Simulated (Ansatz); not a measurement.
# Geometry relaxation of Al₅Ru₄ (part 1 of 2)

- system: Al₅Ru₄ (slab, 9 atoms in the cell)
- method: DFT PBEsol, scalar-relativistic, plane waves, PAW, no spin polarisation (Ansatz 0.2.0)

The structure derives from a Materials Project entry. It belongs to a series of runs on one base structure; here: (0 0 1) slab, atoms relaxed.

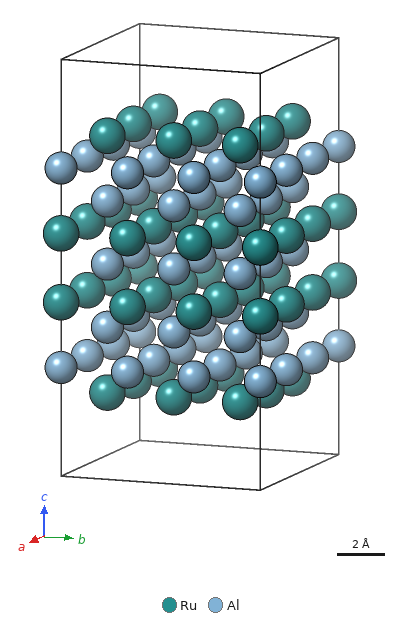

Fig. 1: The starting structure (spheres-only view of the 3 × 3 repeat of the cell, with the vacuum cut short, seen slightly off an axis). An atom can appear more than once, as a periodic image.

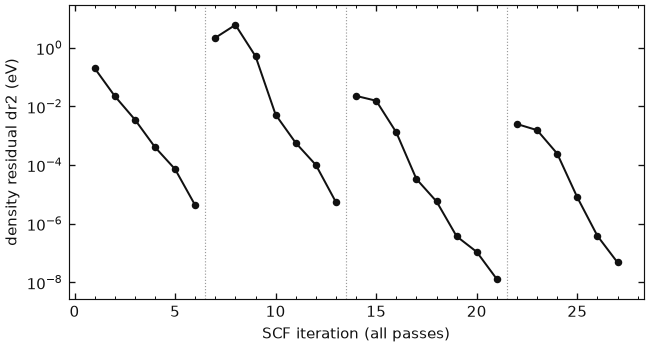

Fig. 2: Convergence of the self-consistent field: density residual dr2 against the SCF iteration. The dotted lines part the SCF passes of the relaxation: geometry steps, rejected trials and re-solves on a re-selected basis. The passes take 6, 7, 8 and 6 iterations.

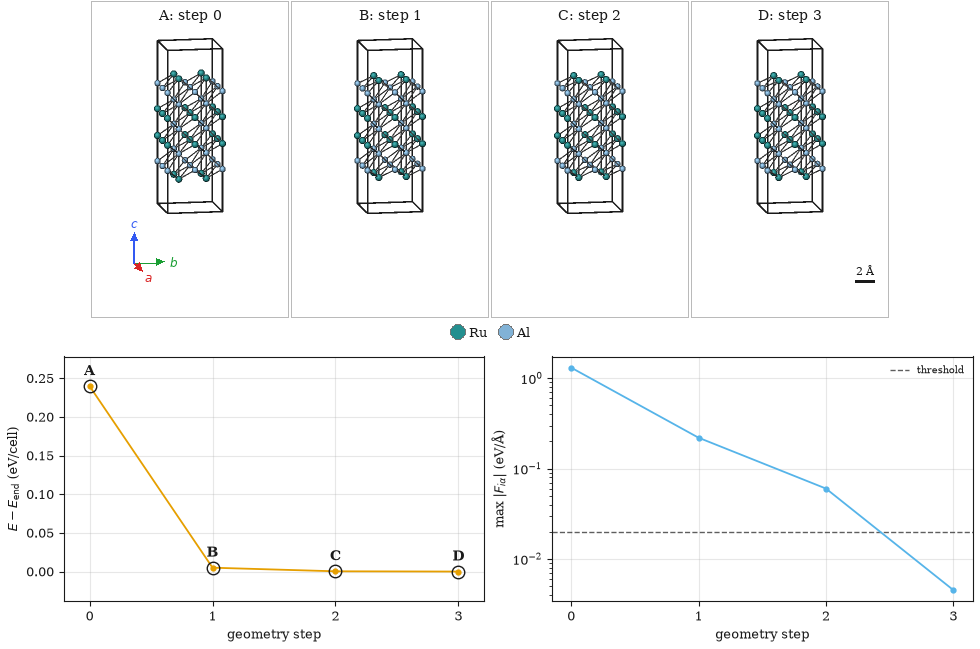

Fig. 3: Frames of the relaxation (ball-and-stick view of the 2 × 2 repeat of the cell, with the vacuum cut short, seen slightly off an axis) above the curves, on which the letters mark them (the first geometry is step 0 here and step 1 in the log).

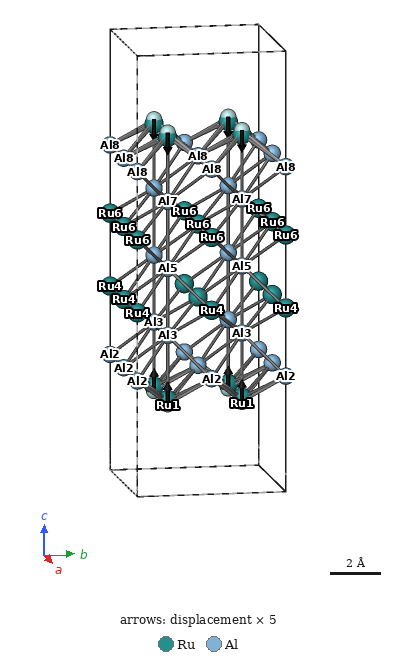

Fig. 4: Start (faint) and end (solid) with the displacements as black arrows, magnified 5 times (ball-and-stick view of the 2 × 2 repeat of the cell, with the vacuum cut short, seen slightly off an axis). The largest moves, 0.19 Å, are those of Ru1 and Ru9. By element the largest moves are Ru 0.19 Å, Al 0.03 Å. The cell stays as it was. Among the contacts that change: Al7–Ru9 2.859 → 2.656 Å, Al8–Ru9 2.510 → 2.433 Å, Al2–Al3 2.701 → 2.677 Å, Al3–Al5 2.761 → 2.774 Å. Among the angles that change: Al8–Ru9–Al8 120.0° → 126.6°, Al7–Ru9–Al8 60.0° → 63.3°, Al8–Ru9–Al8 75.5° → 78.3°. The energy falls by 0.240 eV per cell of the calculation in 3 geometry steps. The largest force component goes from 1.3 to 0.0045 eV/Å. (Atoms are counted from 1 in the order of the input.)

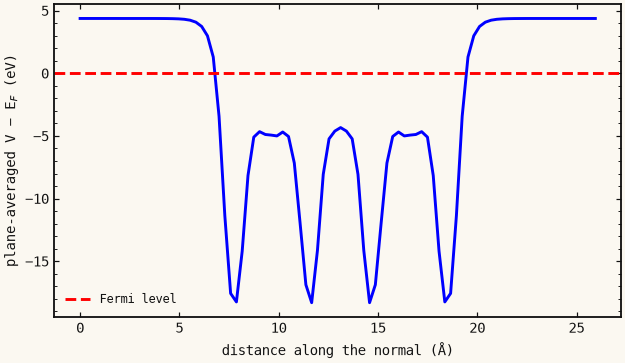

Fig. 5: Plane average of the electrostatic potential energy of an electron across the cell, from the Fermi level. The vacuum level lies 4.37 eV above the Fermi level.

The input and output of the run follow.

Input:
```yaml
crystal:
  lattice:
    - [3.0733627996, 0.0, 0.0]
    - [0.0, 3.0733627996, 0.0]
    - [0.0, 0.0, 26.2400481182]
  atoms:
    - { symbol: Ru, position: [0.5, 0.5, 0.2858226466] }
    - { symbol: Al, position: [0.0, 0.0, 0.333663836] }
    - { symbol: Al, position: [0.5, 0.5, 0.3947729298] }
    - { symbol: Ru, position: [0.0, 0.0, 0.4426141191] }
    - { symbol: Al, position: [0.5, 0.5, 0.5] }
    - { symbol: Ru, position: [0.0, 0.0, 0.5573858809] }
    - { symbol: Al, position: [0.5, 0.5, 0.6052270702] }
    - { symbol: Al, position: [0.0, 0.0, 0.666336164] }
    - { symbol: Ru, position: [0.5, 0.5, 0.7141773534] }
basis:
  ecutwfc: 420
kpoints:
  mp_grid: { grid: [11, 11, 1] }
hamiltonian:
  xc: pbesol
scf:
  occupations: { method: gaussian, width: 0.1 }
output:
  forces: true
  eigenvalues: true
relax:
  adjacent_minimum: "off"
  f_tol: 0.02
  max_steps: 60
efield:
  axis: 3
  dipole_correction: true
  ramp_width: 0.04
```

Launched with:
```bash
ansatz run input.yaml --threads 1 --pin off --max-ram 2560MiB --backend cpu --events-out ev --progress --plain --runs-dir out
```

The program's output:
```
Engine: ansatz 0.2.0, x86_64-unknown-linux-gnu
Pseudopotentials: kind: paw
Pseudopotential: Ru, paw, valence charge 16, recommended cutoff 420 eV (normal), Ru.paw.azcp
Pseudopotential: Al, paw, valence charge 3, recommended cutoff 420 eV (normal), Al.paw.azcp
Functional definition: PBEsol
  exchange = pbesol_x
  correlation = pbesol_c
Crystal: 9 atoms, lattice volume = 247.852 Å³
Basis set: ecut = 420 eV, 4887 PW (Γ), exchange–correlation on 48×48×360 points (8 copies of the dense FFT grid, shifted against one another)
Bands: 49, of which v1, the nominal top of the filled ones, is band 40 counted from 1 (39 counted from 0)
Symmetry: 8 space group operations
k-points: 21 of 121
Non-local potential: Ru, projectors of the file, l = 0: 3, l = 1: 2, l = 2: 2, l = 3: 1
Non-local potential: Al, projectors of the file, l = 0: 2, l = 1: 2, l = 2: 1
PAW form: soft (Blöchl's): semilocal exchange-correlation on the pseudo side does not see the compensation charge
PAW frozen core: Ru, regenerated for the run's functional, and the local potential with it (the file was generated under x = pbe(κ = 0.804, μ = 0.2195149727645171), c = pbe(β = 0.06672455060314922))
PAW frozen core: Al, regenerated for the run's functional, and the local potential with it (the file was generated under x = pbe(κ = 0.804, μ = 0.2195149727645171), c = pbe(β = 0.06672455060314922))
PAW one-centre angular grid: Ru, 590 points (default); XC on 64 Gauss nodes
PAW one-centre angular grid: Al, 110 points (default); XC on 64 Gauss nodes
Initial density: superposition of atomic densities (neutral atoms: chi_scale 0, normalization atom), corrected by the library's trained network
Initial wavefunctions: pseudopotential atomic-orbital guess
Functional: x = pbesol(κ = 0.804, μ = 0.12345679012345678), c = pbesol(β = 0.046)
SCF iter   1: F=—  HF=-25890.001083 eV  |F-HF|=—  |Δ(HF+E_count)|=         —  Δρ=5.79e-3  dr2=2.00e-1  ethr=1.77e-3  p=0.000 e·Å  D=7.34e-14 V/Å  ΔV_dip=-0.00 eV  dr2_dipole=1.45e-6  V_vac-E_F(+/−)=4.57/4.57 eV  ⟨swp⟩=10.0  Hψ=5242  notcnv=0  defer=4
efield: sawtooth ramp at fractional position 0.9800 (placed from the atoms, in the widest stretch of the axis that holds none; the zero of the levels goes with the place), width 0.0400; the density the first Hamiltonian is built on has a dipole p = 0.000 e·Å; the dipole correction subtracts the counter field D = 7.34e-14 V/Å, which shifts the + side's vacuum level by -0.00 eV against the − side's; the planar-averaged density in the ramp window peaks in size at 5.8e-5 e/Å³
preconditioner: auto → LDOS  [metal: Δε(μ)=0.031 eV  Ē_g=5.457 eV  σ=0.100 eV  W_gap=0.17  n_scr=46 (ndim 8)  ℏωp=16.2 eV  f_vac=0.440  D(μ)=5.47/eV (n_scr^D=16)  β→1.0]
SCF iter   2: F=—  HF=-25889.984380 eV  |F-HF|=—  |Δ(HF+E_count)|=   1.67e-2  Δρ=2.65e-3  dr2=2.24e-2  ethr=2.53e-4  p=-0.000 e·Å  D=-1.56e-6 V/Å  ΔV_dip=0.00 eV  dr2_dipole=4.33e-6  V_vac-E_F(+/−)=4.32/4.32 eV  ⟨swp⟩=2.2  Hψ=1690  notcnv=0  defer=67
SCF iter   3: F=—  HF=-25889.982496 eV  |F-HF|=—  |Δ(HF+E_count)|=   1.88e-3  Δρ=9.81e-4  dr2=3.54e-3  ethr=2.84e-5  p=-0.000 e·Å  D=-8.97e-6 V/Å  ΔV_dip=0.00 eV  dr2_dipole=1.19e-7  V_vac-E_F(+/−)=4.27/4.27 eV  ⟨swp⟩=2.9  Hψ=2123  notcnv=0  defer=67
SCF iter   4: F=—  HF=-25889.981850 eV  |F-HF|=—  |Δ(HF+E_count)|=   6.46e-4  Δρ=2.82e-4  dr2=4.05e-4  ethr=4.49e-6  p=-0.000 e·Å  D=-2.51e-6 V/Å  ΔV_dip=0.00 eV  dr2_dipole=1.81e-8  V_vac-E_F(+/−)=4.26/4.26 eV  ⟨swp⟩=2.4  Hψ=1611  notcnv=0  defer=63
SCF iter   5: F=—  HF=-25889.981857 eV  |F-HF|=—  |Δ(HF+E_count)|=   7.00e-6  Δρ=1.51e-4  dr2=7.18e-5  ethr=5.12e-7  p=-0.000 e·Å  D=-1.86e-6 V/Å  ΔV_dip=0.00 eV  dr2_dipole=1.10e-10  V_vac-E_F(+/−)=4.26/4.26 eV  ⟨swp⟩=2.1  Hψ=1446  notcnv=0  defer=61
SCF iter   6: F=-25889.981881 eV  HF=-25889.981876 eV  |F-HF|=5.23e-6  |Δ(HF+E_count)|=   1.89e-5  Δρ=4.25e-5  dr2=4.20e-6  ethr=1.27e-8  p=-0.000 e·Å  D=-5.79e-7 V/Å  ΔV_dip=0.00 eV  dr2_dipole=2.12e-10  V_vac-E_F(+/−)=4.25/4.25 eV  ⟨swp⟩=14.1  Hψ=5886  notcnv=0
SCF 1 converged in 6 iterations: F = -25889.981881 eV  dr2 = 4.20e-6
  greatest PAW one-centre occupation: 0.999 electrons in one spin orbital (limit 2), on the Ru atom at site 0 (counted from 0), in its partial waves of l = 0
relax step   1: F+E_penalty+E_count = -25889.98188105 eV  Δ(F+E_penalty+E_count) = +0.000e0 eV  max|allowed force component| = 1.312e0 eV/Å  Δτ_max = 0.0000 Å  (6 SCF iters, dr2 threshold 1.00e-5 eV, accepted)
Initial density: handed on by an earlier stage of this run
Initial wavefunctions: those handed on with the density
iter 1 solved again at ethr=2.76e-3 eV; its pass at ethr=3.10e-3 eV (dr2=2.18e0 eV) is discarded
SCF iter   1: F=—  HF=-25890.441485 eV  |F-HF|=—  |Δ(HF+E_count)|=         —  Δρ=2.00e-2  dr2=2.18e0  ethr=2.76e-3  p=-0.000 e·Å  D=-5.79e-7 V/Å  ΔV_dip=0.00 eV  dr2_dipole=2.92e-10  V_vac-E_F(+/−)=4.31/4.31 eV  ⟨swp⟩=1.0  Hψ=3687  notcnv=0  defer=67
efield: sawtooth ramp at fractional position 0.9800 (handed on by an earlier solve), width 0.0400; the density the first Hamiltonian is built on has a dipole p = -0.000 e·Å; the dipole correction subtracts the counter field D = -5.79e-7 V/Å, which shifts the + side's vacuum level by +0.00 eV against the − side's; the planar-averaged density in the ramp window peaks in size at 1.2e-6 e/Å³
preconditioner: auto → LDOS  [metal: Δε(μ)=0.048 eV  Ē_g=5.696 eV  σ=0.100 eV  W_gap=0.26  n_scr=46 (ndim 8)  ℏωp=16.2 eV  f_vac=0.456  D(μ)=4.33/eV (n_scr^D=14)  β→1.0]
SCF iter   2: F=—  HF=-25890.781761 eV  |F-HF|=—  |Δ(HF+E_count)|=   3.40e-1  Δρ=2.14e-2  dr2=6.01e0  ethr=2.76e-3  p=-0.000 e·Å  D=-1.44e-6 V/Å  ΔV_dip=0.00 eV  dr2_dipole=1.11e-9  V_vac-E_F(+/−)=4.01/4.01 eV  ⟨swp⟩=2.9  Hψ=1723  notcnv=0  defer=68  recentre
SCF iter   3: F=—  HF=-25890.266933 eV  |F-HF|=—  |Δ(HF+E_count)|=   5.15e-1  Δρ=8.37e-3  dr2=5.11e-1  ethr=2.76e-3  p=-0.000 e·Å  D=-1.05e-6 V/Å  ΔV_dip=0.00 eV  dr2_dipole=8.39e-10  V_vac-E_F(+/−)=4.36/4.36 eV  ⟨swp⟩=2.7  Hψ=1757  notcnv=0  defer=76
SCF iter   4: F=—  HF=-25890.217445 eV  |F-HF|=—  |Δ(HF+E_count)|=   4.95e-2  Δρ=1.27e-3  dr2=5.17e-3  ethr=6.46e-4  p=0.000 e·Å  D=4.86e-7 V/Å  ΔV_dip=-0.00 eV  dr2_dipole=5.31e-11  V_vac-E_F(+/−)=4.36/4.36 eV  ⟨swp⟩=2.0  Hψ=1619  notcnv=0  defer=77
SCF iter   5: F=—  HF=-25890.216583 eV  |F-HF|=—  |Δ(HF+E_count)|=   8.62e-4  Δρ=3.96e-4  dr2=5.65e-4  ethr=6.55e-6  p=-0.000 e·Å  D=-2.17e-7 V/Å  ΔV_dip=0.00 eV  dr2_dipole=1.55e-10  V_vac-E_F(+/−)=4.37/4.37 eV  ⟨swp⟩=3.1  Hψ=1908  notcnv=0  defer=77
SCF iter   6: F=—  HF=-25890.216600 eV  |F-HF|=—  |Δ(HF+E_count)|=   1.73e-5  Δρ=1.53e-4  dr2=1.00e-4  ethr=1.27e-7  p=-0.000 e·Å  D=-2.42e-7 V/Å  ΔV_dip=0.00 eV  dr2_dipole=3.09e-11  V_vac-E_F(+/−)=4.37/4.37 eV  ⟨swp⟩=15.6  Hψ=6262  notcnv=0
SCF iter   7: F=-25890.216621 eV  HF=-25890.216619 eV  |F-HF|=2.07e-6  |Δ(HF+E_count)|=   1.89e-5  Δρ=4.48e-5  dr2=5.35e-6  ethr=1.27e-7  p=0.000 e·Å  D=3.90e-8 V/Å  ΔV_dip=-0.00 eV  dr2_dipole=1.26e-11  V_vac-E_F(+/−)=4.37/4.37 eV  ⟨swp⟩=8.3  Hψ=4627  notcnv=0
SCF 2 converged in 7 iterations: F = -25890.216621 eV  dr2 = 5.35e-6
  greatest PAW one-centre occupation: 1.000 electrons in one spin orbital (limit 2), on the Ru atom at site 8 (counted from 0), in its partial waves of l = 0
relax step   2: F+E_penalty+E_count = -25890.21662142 eV  Δ(F+E_penalty+E_count) = -2.347e-1 eV  max|allowed force component| = 2.200e-1 eV/Å  Δτ_max = 0.1944 Å  (7 SCF iters, dr2 threshold 1.00e-4 eV, accepted)
```
